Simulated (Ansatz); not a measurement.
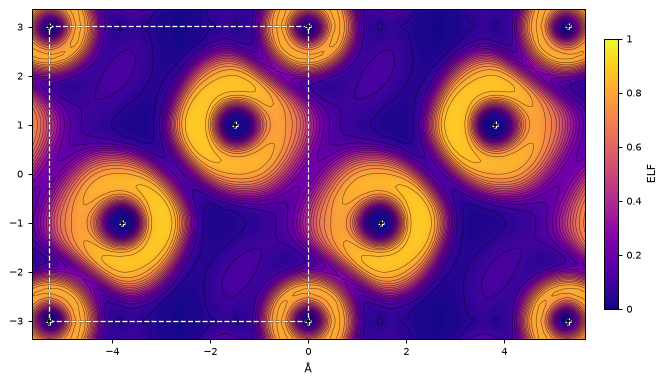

The ELF on a plane through atoms (crosses mark nuclei in the plane).

Computed with DFT PBEsol, scalar-relativistic, plane waves, PAW in Ansatz.

Candidates:
A. Ge, a = 4.00 Å, b = 4.00 Å, c = 6.59 Å, α = 90.00°, β = 90.00°, γ = 120.00°. Space group P6₃/mmc; a structure from a database of computed crystals, not necessarily the ambient phase.
B. Sn, a = 4.61 Å, b = 4.61 Å, c = 7.58 Å, α = 90.00°, β = 90.00°, γ = 120.00°. Space group P6₃/mmc.
C. ZrS₂, a = 3.48 Å, b = 3.48 Å, c = 5.29 Å, α = 90.00°, β = 90.00°, γ = 120.00°. Space group P-3m1; a structure from a database of computed crystals, not necessarily the ambient phase; computed pressure about 10 GPa in this cell.

**Which candidate gave the map?**

Candidate C: ZrS₂ on the (110) plane of the conventional cell, which holds Zr and S. Zr–S (2.50 Å): the ELF peaks at about 0.85 in the valence shell of S, 0.8 Å from its nucleus, and is about 0.35 at the midpoint.
